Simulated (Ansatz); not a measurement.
Cell and atoms:

```
Ge
1.0
    -2.00208   -3.46771    0.00000
     2.00208   -3.46771    0.00000
     0.00000    0.00000   19.14505
Ge
8
Direct
  0.00000 0.00000 0.26436
  0.00000 0.00000 0.39234
  0.00000 0.00000 0.60766
  0.00000 0.00000 0.73564
  0.66667 0.66667 0.22133
  0.33333 0.33333 0.43536
  0.33333 0.33333 0.56464
  0.66667 0.66667 0.77867
```

> Summarise the structure in words.

The element is germanium. The cell holds eight atoms. The bonds build Ge layers parallel to (001).

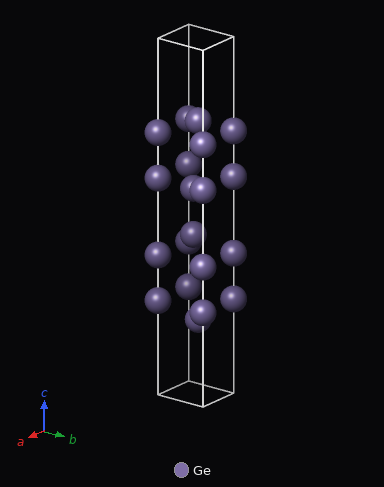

The image is a spheres-only drawing of a crystal, viewed slightly off an axis. The lines enclose the simulation cell; boundary atoms appear with their images. Colours: germanium purple.

Provenance: a structure listed in the Materials Project. The cell was then strained or its atoms displaced on purpose. An electronic-structure calculation with Ansatz was run on it.
